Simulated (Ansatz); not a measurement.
## Gd: band-structure calculation (part 2 of 2)

Continued. System: Gd (slab, 4 atoms in the cell). Method: DFT PBE+U, scalar-relativistic, plane waves, PAW, Ueff = 6 eV on Gd f, spin-polarised (Ansatz 0.2.0); cutoff 420 eV, 9×9×1 k-mesh, Gaussian smearing of 0.1 eV, collinear spins. It belongs to a series of runs on one base structure; here: bands of the relaxed slab.

Geometry of the input (Å; fractional positions):
```
3.6516  0.0000  0.0000
-1.8258  3.1624  0.0000
0.0000  0.0000  23.7793
Gd 0.3333  0.6667  0.3195
Gd 0.6667  0.3333  0.4373
Gd 0.3333  0.6667  0.5627
Gd 0.6667  0.3333  0.6805
```

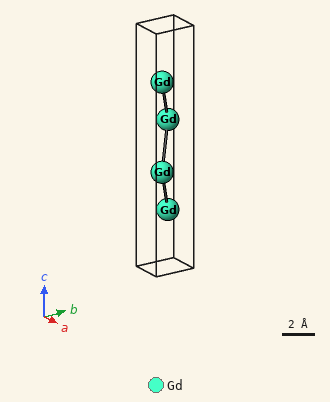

*The structure as given in the input (ball-and-stick view of the cell of the calculation, with the vacuum cut short, seen slightly off an axis).*

### The program's output, continued
```
SCF iter   1: F=—  HF=-37327.308084 eV  |F-HF|=—  |Δ(HF+E_count)|=         —  Δρ=1.01e-6 (↑1.01e-6 ↓9.40e-7)  dr2=8.48e-9  dr2_m=5.83e-11  M=31.768 μB ∫|m|=31.770 μB  β_m=1.20  ethr=1.80e-8  p=0.000 e·Å  D=2.17e-7 V/Å  ΔV_dip=-0.00 eV  dr2_dipole=7.98e-11  V_vac-E_F(+/−)=3.51/3.51 eV  ⟨swp⟩=5.5  Hψ=12963  notcnv=0
efield: sawtooth ramp at fractional position 0.9800 (handed on by an earlier solve), width 0.0400; the density the first Hamiltonian is built on has a dipole p = 0.000 e·Å; the dipole correction subtracts the counter field D = 2.17e-7 V/Å, which shifts the + side's vacuum level by -0.00 eV against the − side's; the planar-averaged density in the ramp window peaks in size at 3.8e-6 e/Å³
preconditioner: auto → none  [metal: Δε(μ)=0.004 eV  Ē_g=15.252 eV  σ=0.100 eV  W_gap=0.02  n_scr=58 (ndim 8)  ℏωp=17.9 eV  f_vac=0.456  D(μ)=7.17/eV (n_scr^D=58)]
SCF iter   2: F=—  HF=-37327.308084 eV  |F-HF|=—  |Δ(HF+E_count)|=   2.84e-7  Δρ=1.36e-6 (↑1.36e-6 ↓8.91e-7)  dr2=3.47e-7  dr2_m=3.75e-10  M=31.768 μB ∫|m|=31.770 μB  β_m=1.20  ethr=1.18e-11  p=-0.000 e·Å  D=-2.86e-6 V/Å  ΔV_dip=0.00 eV  dr2_dipole=1.66e-7  V_vac-E_F(+/−)=3.51/3.51 eV  ⟨swp⟩=16.1  Hψ=11105  notcnv=0  κ⁻¹=1.0e0(r=1)
SCF iter   3: F=—  HF=-37327.308084 eV  |F-HF|=—  |Δ(HF+E_count)|=  2.55e-10  Δρ=1.38e-6 (↑1.38e-6 ↓8.68e-7)  dr2=4.39e-7  dr2_m=4.31e-10  M=31.768 μB ∫|m|=31.770 μB  β_m=1.20  ethr=1.18e-11  p=0.000 e·Å  D=4.44e-6 V/Å  ΔV_dip=-0.00 eV  dr2_dipole=3.13e-7  V_vac-E_F(+/−)=3.51/3.51 eV  ⟨swp⟩=1.2  Hψ=1688  notcnv=0  κ⁻¹=3.4e-2(r=2)
SCF iter   4: F=-37327.308084 eV  HF=-37327.308084 eV  |F-HF|=8.69e-9  |Δ(HF+E_count)|=   4.61e-9  Δρ=7.80e-7 (↑7.80e-7 ↓7.49e-7)  dr2=8.27e-9  dr2_m=1.59e-11  M=31.768 μB ∫|m|=31.770 μB  ethr=1.18e-11  p=-0.000 e·Å  D=-4.02e-8 V/Å  ΔV_dip=0.00 eV  dr2_dipole=8.58e-10  V_vac-E_F(+/−)=3.51/3.51 eV  ⟨swp⟩=6.5  Hψ=7245  notcnv=0
SCF 1 converged in 4 iterations: F = -37327.308084 eV  dr2 = 8.27e-9
  greatest PAW one-centre occupation: 0.999 electrons in one spin orbital (limit 2), on the Gd atom at site 3 (counted from 0), in its partial waves of l = 0
NSCF: frozen V_eff on 37 k-points
efield: sawtooth ramp at fractional position 0.9800 (kept from the solve that this one continues, or follows in the run), width 0.0400; the density the first Hamiltonian is built on has a dipole p = -0.000 e·Å; the dipole correction subtracts the counter field D = -4.02e-8 V/Å, which shifts the + side's vacuum level by +0.00 eV against the − side's; the planar-averaged density in the ramp window peaks in size at 3.8e-6 e/Å³
WARN: The output density's exchange-correlation potential varies sharply where the density is thin. Do not read a vacuum level from v_tot or v_xc, or from such a field of the output density. On a cell that repeats whose density bears no net charge and no dipole along the vacuum's axis use v_es (v_loc + v_h of the components); under efield.dipole_correction with no amplitude use v_es + v_field, which holds any external_charges[].barrier, or the levels of the report's work_function block, which leave it out; under a non-zero efield.amplitude the vacuum is tilted and has no level; on a cell that repeats and bears such a dipole with no correction it is tilted too, and efield.dipole_correction with no amplitude gives each side of its ramp a level where efield: is served; in a cell that repeats whose density bears a net charge (total_charge, or a fill off its count) it is curved and has none; of a slab under crystal.periodic whose density bears no net charge use v_es, which has a level on each side, short of where the two are joined; of another it falls or rises all the way out and has none; of a slab beside external_charges read slab_vacuum_level instead, which it has where they leave it neutral. The grid or the basis barely resolves most such structure, and the values can differ between equally converged runs; as a rule a tighter scf.convergence.dr2_threshold does not remove it. Where the density itself ripples (under the LDA too) a higher basis.ecutwfc lessens it. The files hold the spikes' plane waves up to the density's cutoff. Files: v_tot_of_output_density and the like, and their columns of v_z.tsv (output.write_potential); v_xc_of_output_density and the like, and their columns of v_comp_z.tsv (output.write_potential_components). Measured: with its Gaussian average of σ = 0.25 Å subtracted twice, the exchange-correlation potential is over 0.1 eV at 6591 of the grid points where the equally averaged density (valence and model cores) is under 1e-3 e/Å³, and 3.86 eV at the most among them, at an averaged density of 4.8e-7 e/Å³. The input density's (outcome.potential() and, of a run that writes arrays, v_tot and v_xc) is over 0.1 eV, so measured, at 7526 points of its own thin density, 3.25 eV at the most. See output.write_potential in the manual, Limitations
this state was not tested for a lower state beside it, because the mixer in use, unlike msr1, does not test its closes by its own steps (another_mixer; see scf.mixing.algorithm and scf.lower_state_search)
SCF converged after 4 iterations
Magnetization: 31.7682 μB (51.8841 up, 20.1159 down)
Absolute magnetization: 31.7699 μB (∫|ρ↑−ρ↓|, with the PAW one-centre terms)
Spin contamination: 0.0352 ħ² per cell (⟨S²⟩ above its minimum at these occupations)
Per-site moments (μB) at R_I (Å): [(7.57656384598842, 1.4464184745845317), (7.443792021550692, 1.4464184745845317), (7.443790565554816, 1.446416254860201), (7.576560331395605, 1.446416254860201)]
Free energy (F): -37327.308084 eV
Harris-Foulkes:  -37327.308084 eV  (|F-HF|=8.69e-9)
Internal energy: -37327.272235 eV  (E = F + TS)
E sigma→0 (E₀):  -37327.290159 eV
Entropy (-TS):   -0.035849 eV (-8.962 meV/atom)
Fermi energy:    4.293446 eV
Dipole field:    D = 0.000034 V/Å  (p = 0.000051 e·Å, saw-weighted, corrected)
Work function:   Φ+ = 3.5102 eV   Φ− = 3.5111 eV
Levels:          The Fermi level and band energies are counted from a zero that moves with the ramp; work functions are not
--- Per-component energies (eV) ---
  E_band       = -822.812931
  E_kinetic    = 1614.886875
  E_local      = -53369.541814  (includes V_loc(G=0)·N_el)
  E_nonlocal   = 1141.584438
  E_hartree    = 25645.774280
  E_xc         = -933.464275
  E_vxc        = -1011.964952  (∫ρ·V_xc dr)
  E_hubbard    = 0.086656  (on-site DFT+U / exact-exchange correction)
  E_vhub       = -83.842321  (the Hubbard potential's part of the band-sum identity)
  E_paw        = -25789.813123  (= ΣΔE_a)
  E_vpaw       = -405.474026  (= ΣTr[D̂ρ^β])
  E_aug_tail   = 0.000001  (compensation charges beyond the density's cutoff)
  E_efield     = 0.000000  (sawtooth field / dipole correction)
  E_vefield    = 0.000000  (∫n·V_field dr)
  E_ewald      = 14363.214728
  E_smearing   = -0.035849  (= −TS)
  E_closure    = 0.000000  (closes the sum)
  Σ components = -37327.308084   (vs F -37327.308084, Δ=0.00e0)
--- Forces (eV/Å), atoms counted from 1 ---
  atom   1  Gd    -0.00000000     0.00000000    -0.00458898
  atom   2  Gd     0.00000000    -0.00000000     0.00269667
  atom   3  Gd     0.00000000     0.00000000    -0.00272220
  atom   4  Gd     0.00000000    -0.00000000     0.00460541
  max |Σ_I F_I| component: 9.11e-6 eV/Å
--- Band table (eV; the first three rows and the last of 24) ---
  k-point 0 ↑: bands = ["-41.6646", "-41.6645", "-41.3249", "-41.2995", "-19.2386", "-19.1977", "-18.7544", "-18.7495", "-18.7495", "-18.7491", "-18.7491", "-18.4953", "-18.4469", "-18.4469", "-18.4068", "-18.4068", "-4.4170", "-4.4168", "-4.3968", "-4.3968", "-4.3704", "-4.3704", "-4.3703", "-4.3703", "-4.3560", "-4.3560", "-4.3558", "-4.3558", "-4.2701", "-4.2701", "-4.0873", "-4.0873", "-4.0618", "-4.0361", "-4.0361", "-4.0343", "-4.0343", "-4.0284", "-3.9964", "-3.9964", "-3.9792", "-3.9792", "-3.9494", "-3.9475", "-0.6395", "0.0387", "0.9628", "1.5158", "4.0401", "4.1745", "4.7965", "4.9643", "5.2296", "5.2296", "5.3016", "5.3016", "5.3864", "5.3864", "5.4203", "5.7295", "5.7295", "6.8544", "6.8544", "7.3663", "7.4665", "7.4665", "7.8010", "8.2831", "8.2831", "8.6266"]
  k-point 1 ↑: bands = ["-41.6606", "-41.6605", "-41.3204", "-41.2964", "-19.2224", "-19.1884", "-18.8276", "-18.8092", "-18.7630", "-18.7624", "-18.7308", "-18.5171", "-18.4773", "-18.4611", "-18.4558", "-18.4169", "-4.4115", "-4.4114", "-4.3878", "-4.3878", "-4.3714", "-4.3713", "-4.3665", "-4.3664", "-4.3618", "-4.3616", "-4.3568", "-4.3567", "-4.2805", "-4.2805", "-4.0789", "-4.0772", "-4.0566", "-4.0386", "-4.0356", "-4.0326", "-4.0312", "-4.0235", "-4.0008", "-3.9969", "-3.9855", "-3.9805", "-3.9593", "-3.9577", "-0.3627", "0.3085", "1.2332", "1.7921", "3.9782", "4.1169", "4.5148", "4.8073", "4.9188", "4.9634", "5.2647", "5.4461", "5.5325", "5.5327", "5.6194", "5.6518", "5.9383", "6.5782", "6.7019", "7.2971", "7.3880", "7.6330", "7.9295", "8.2810", "8.5383", "8.7457"]
  k-point 2 ↑: bands = ["-41.6504", "-41.6503", "-41.3089", "-41.2887", "-19.1827", "-19.1673", "-18.9660", "-18.9518", "-18.7969", "-18.7960", "-18.7421", "-18.6324", "-18.5612", "-18.4962", "-18.4958", "-18.4432", "-4.4014", "-4.4014", "-4.3789", "-4.3786", "-4.3701", "-4.3700", "-4.3628", "-4.3627", "-4.3616", "-4.3616", "-4.3540", "-4.3539", "-4.3046", "-4.3045", "-4.0654", "-4.0536", "-4.0448", "-4.0399", "-4.0322", "-4.0289", "-4.0218", "-4.0167", "-4.0070", "-3.9995", "-3.9993", "-3.9910", "-3.9834", "-3.9705", "0.3775", "1.0011", "1.8844", "2.4318", "3.6465", "3.8065", "3.9868", "4.3395", "4.4171", "4.8224", "5.1507", "5.3153", "5.7540", "5.8919", "5.9290", "6.2823", "6.3059", "6.4814", "6.8681", "7.3878", "7.4543", "8.1110", "8.2807", "8.3002", "8.9221", "9.0645"]
  k-point 11 ↓: bands = ["-38.3363", "-38.3363", "-38.0399", "-38.0399", "-16.6590", "-16.6590", "-16.6311", "-16.6213", "-16.6041", "-16.6041", "-16.3830", "-16.3095", "-16.3095", "-16.2810", "-16.1064", "-16.1064", "3.8225", "4.0809", "4.2507", "4.2507", "4.2952", "4.8721", "4.8722", "5.5008", "5.5008", "5.5924", "5.6178", "5.7574", "5.7574", "6.7671", "6.8710", "6.8710", "6.8717", "6.9165", "6.9569", "6.9569", "7.0144", "7.0144", "7.0821", "7.0859", "7.0859", "7.0918", "7.0987", "7.1083", "7.1084", "7.2004", "7.2004", "7.2649", "7.2649", "7.3647", "7.3830", "7.4073", "7.4073", "7.4126", "7.4126", "7.4214", "7.4214", "7.7511", "8.2697", "8.6008", "8.6008", "9.2559", "10.0076", "10.0076", "10.4350", "10.4350", "10.9074", "10.9074", "11.4749", "11.7053"]
Occupation matrices written to [file]
--- Löwdin populations: 4 sites ---
  site symbol       q [e]    m [muB]
     0     Gd     17.9255     8.1042
     1     Gd     17.9742     7.7255
     2     Gd     17.9742     7.7255
     3     Gd     17.9255     8.1042
  spilling = 0.002786 (of n_electrons = 72.000000)
--- Occupation matrices: 4 shells (run DFT+U table (all-electron-ortho-atomic); ε = 8.93e-4) ---
  Gd0 f_4F: site group C3v (3m)
  Gd0 f_4F up     Tr n = 6.9974  λ = 0.999 1.000 1.000 1.000 1.000 1.000 1.000  [7× z3 0.14 E(0.57)]
  Gd0 f_4F dn     Tr n = 0.0040  λ = 0.000 0.000 0.000 0.000 0.001 0.001 0.001  [7× z3 0.14 E(0.57)]
  Gd1 f_4F: site group C3v (3m)
  Gd1 f_4F up     Tr n = 6.9967  λ = 0.999 0.999 0.999 1.000 1.000 1.000 1.000  [7× z3 0.14 E(0.57)]
  Gd1 f_4F dn     Tr n = 0.0046  λ = 0.000 0.000 0.001 0.001 0.001 0.001 0.001  [7× z3 0.14 E(0.57)]
  Gd2 f_4F: site group C3v (3m)
  Gd2 f_4F up     Tr n = 6.9967  λ = 0.999 0.999 0.999 1.000 1.000 1.000 1.000  [7× z3 0.14 E(0.57)]
  Gd2 f_4F dn     Tr n = 0.0046  λ = 0.000 0.000 0.001 0.001 0.001 0.001 0.001  [7× z3 0.14 E(0.57)]
  Gd3 f_4F: site group C3v (3m)
  Gd3 f_4F up     Tr n = 6.9974  λ = 0.999 1.000 1.000 1.000 1.000 1.000 1.000  [7× z3 0.14 E(0.57)]
  Gd3 f_4F dn     Tr n = 0.0040  λ = 0.000 0.000 0.000 0.000 0.001 0.001 0.001  [7× z3 0.14 E(0.57)]
  Tr n, λ and their labels are of the run-group-symmetrised matrices; stabiliser: 12 of 24 elements of G0×{1,Θ} (closed), max defect 8.9e-9 at τ = 1.9e-4
```

### File populations.tsv
```
# site	symbol	l	j	q_up	q_dn
# orbitals = lowdin
# n_electrons = 72.000000
# spilling = 0.002786
# projection_atom_Gd: [Kr 4d10] 4f7 5s2 5p6 5d1 6s2
0	Gd	0_5S	-	0.985795	0.986475
0	Gd	0_6S	-	0.498271	0.380094
0	Gd	1_5P	-	2.988000	2.973179
0	Gd	2_5D	-	1.544612	0.566283
0	Gd	3_4F	-	6.998190	0.004595
1	Gd	0_5S	-	0.981891	0.983188
1	Gd	0_6S	-	0.418177	0.378728
1	Gd	1_5P	-	2.988280	2.968007
1	Gd	2_5D	-	1.463741	0.789124
1	Gd	3_4F	-	6.997776	0.005306
2	Gd	0_5S	-	0.981891	0.983188
2	Gd	0_6S	-	0.418177	0.378728
2	Gd	1_5P	-	2.988280	2.968006
2	Gd	2_5D	-	1.463740	0.789123
2	Gd	3_4F	-	6.997776	0.005306
3	Gd	0_5S	-	0.985795	0.986475
3	Gd	0_6S	-	0.498270	0.380093
3	Gd	1_5P	-	2.988000	2.973179
3	Gd	2_5D	-	1.544607	0.566282
3	Gd	3_4F	-	6.998190	0.004595
```

### Key numbers

| quantity | value |
| --- | --- |
| outcome | converged |
| electrons treated | 72 |
| free energy | −37327.3081 eV |
| work function, top face | 3.51 eV |
| work function, bottom face | 3.51 eV |
| Fermi energy | 4.293 eV |
| gap on the k-point mesh | none (metallic) |
| net moment of the cell | 31.77 μB |
| integrated absolute moment | 31.77 μB |
| work function (upper face) | 3.51 eV |
| largest force (length of the vector) | 0.005 eV/Å |
| hardware | 2 threads of Intel Xeon (Emerald Rapids), 128 GiB of memory available, shared host |
| wall time | 55 s (CPU time 1.8 min) |
| peak memory | 1.5 GiB |

The electronic state found may not be the lowest one. Warnings of the run: the state was not tested for a lower one; the exchange-correlation potential is rough where the density is thin. DFT+U on an f shell has many self-consistent states, and spin–orbit coupling is left out here.
